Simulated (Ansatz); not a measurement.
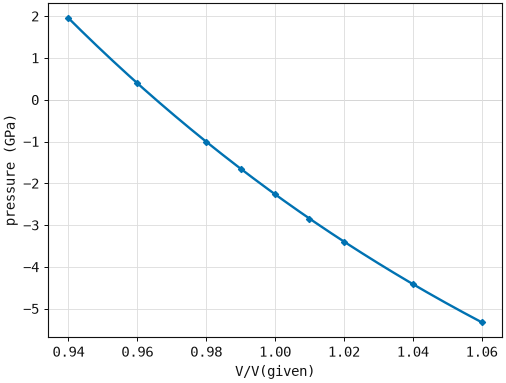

The picture above shows the pressure against V/V(given) for TiTe₂, space group P-3m1 (No. 164).

Cell as given: a = 3.777 Å, b = 3.777 Å, c = 6.498 Å, α = 90.00°, β = 90.00°, γ = 120.00°; 3 atoms.

Computed with Ansatz 0.2.0: periodic Kohn-Sham DFT of a crystal at fixed atoms, scaled to the stated factor times the given cell; pressure positive in compression. Level: PBEsol.

method all-electron PAW; relativity scalar; k mesh 13×13×7; occupations Fermi–Dirac; smearing width 0.03 eV; nucleus Gaussian.

V(given) is 26.76 Å³/atom.

**What does the pressure do across the range?**

It falls from 1.953 GPa at V/V(given) 0.94 to −5.325 GPa at 1.06, and changes sign near 0.97.

**What does the calculation give for the volume at zero pressure from a fit of the pressures?**

25.8 Å³/atom.

**What does the calculation give for the bulk modulus from that fit?**

69.2 GPa.

Keep in mind: field gradient without spin-orbit coupling on heavy atoms; no gap: field gradients move with the k mesh; no spin-orbit coupling on heavy atoms; shape and atomic fractions are frozen while scaling, which makes layered, chain and framework solids too stiff.
